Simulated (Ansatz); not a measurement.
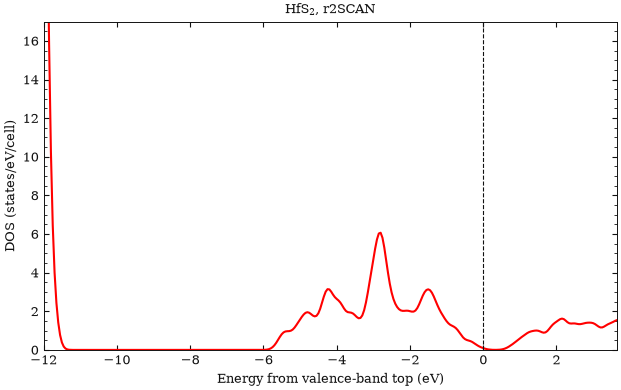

Density of states. Energies are counted from the top of the valence band. The curve is built from the levels of the k mesh with Gaussians 0.3 eV wide, which also blur the band edges.

Calculation on HfS$_{2}$, space group P-3m1, 3 atoms in the cell, 1T (CdI2) bulk type, epitaxial (xy) strain −5.0%; a = 3.45 Å, b = 3.45 Å, c = 6.00 Å, α = 90.00°, β = 90.00°, γ = 120.00°.

Level of theory: DFT, r2SCAN, plane waves, PAW, no spin polarisation, 12×12×4 k mesh; code Ansatz.

**Metal or insulator, going by the density of states?**

There is a gap; over the k points computed it is 0.66 eV (indirect; the smallest direct gap is 1.73 eV).

**Where is the tallest peak of the filled states in the window?**

Within the window shown, the tallest peak of the filled states lies 2.8 eV under the valence-band top, at about 6.1 states per eV and cell.

**How wide is the upper valence band?**

The upper group of valence states starts about 5.7 eV under the valence-band top, with a gap beneath it; it holds about 12 electrons a cell.

The cell is at 8 GPa in this functional. Spin-orbit coupling is left out, which matters for Hf.
